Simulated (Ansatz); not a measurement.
System: CsH.

Input file:

```
crystal:
  lattice:
    - [1.952358751, -5.7485179909, 0.0]
    - [1.952358751, 5.7485179909, 0.0]
    - [0.0, 0.0, 5.0153130162]
  atoms:
    - { symbol: Cs, position: [0.3793435435, 0.6206564565, 0.75] }
    - { symbol: Cs, position: [0.6206564565, 0.3793435435, 0.25] }
    - { symbol: H, position: [0.8894595718, 0.1105404282, 0.25] }
    - { symbol: H, position: [0.1105404282, 0.8894595718, 0.75] }
kpoints:
  mp_grid: { grid: [8, 8, 6] }
  band_path:
    path:
      - [0.0, 0.0, 0.0]
      - [-0.5, 0.5, 0.0]
      - [-0.2788368266, 0.7211631734, 0.0]
      - [0.2788368266, 0.2788368266, 0.0]
      - [0.0, 0.0, 0.5]
      - [0.2788368266, 0.2788368266, 0.5]
      - [-0.2788368266, 0.7211631734, 0.5]
      - [-0.5, 0.5, 0.5]
      - [0.0, 0.5, 0.0]
    npoints: 1
hamiltonian:
  xc: r2scan
  dispersion: rvv10
scf:
  occupations: { method: fermi_dirac, width: 0.03 }
  n_extra_bands: 5
output:
  forces: true
  stress: true
  eigenvalues: true
  write_density: true
  write_potential: true
  elf: true
  volumetric_format: npy
```

Launched as:

```sh
ansatz run input.yaml --threads 2 --pin off --max-ram 2211MiB --backend cpu --events-out ev --progress --plain --runs-dir out
```

Below, planes, directions and counts refer to the conventional cell (a = 3.90 Å, b = 11.50 Å, c = 5.02 Å, α = 90.00°, β = 90.00°, γ = 90.00°).

Space group Cmcm; a structure from a database of computed crystals, not necessarily the ambient phase; started from the TlCl-63 prototype, which need not be the ambient phase.

Level of theory: DFT, r2SCAN+rVV10, plane waves, PAW in Ansatz.

> Predict the valence pseudo-density and electron localisation function between the atoms.

Cs–H (3.09 Å): ρ is about 0.11 e/Å³ halfway; the ELF climbs to about 1 towards the hydrogen.
Cs–H (3.30 Å): ρ is about 0.08 e/Å³ halfway; the ELF climbs to about 1 towards the hydrogen.

> Does the calculation make it a metal, or give it a gap?

It is gapped, with a Kohn–Sham gap of 3.0 eV on the k-point mesh, an upper bound to the gap of this method.

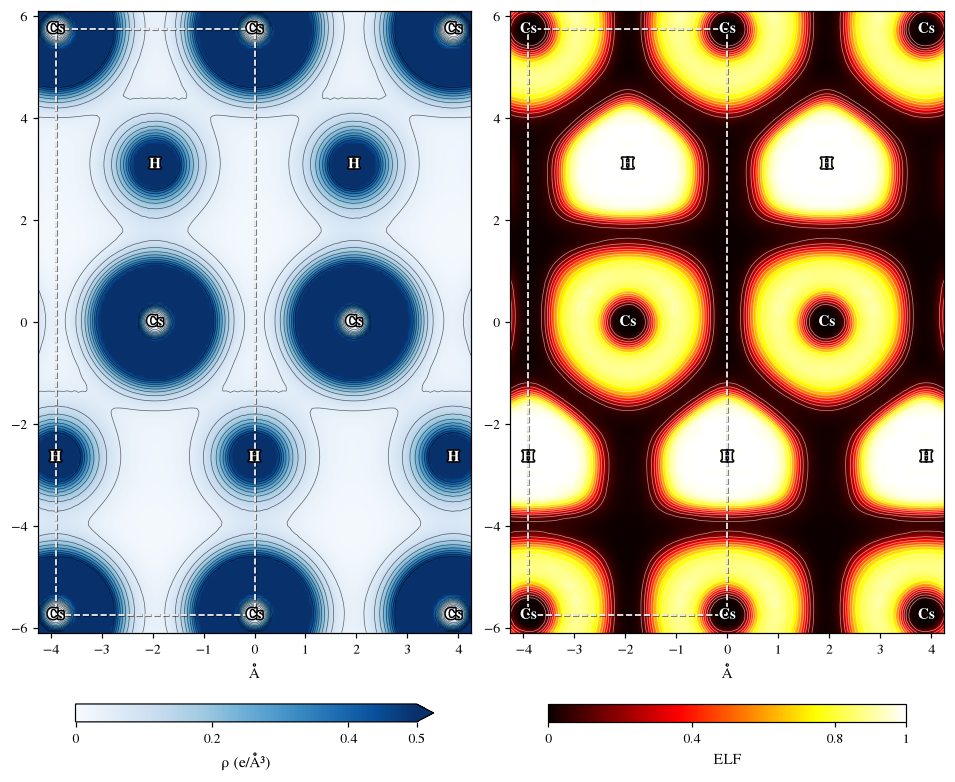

Computed valence pseudo-density and electron localisation function on the (001) plane of the conventional cell, in this order. 

The density is the valence pseudo-density of a PAW calculation; it isn't the true density close to the nuclei.
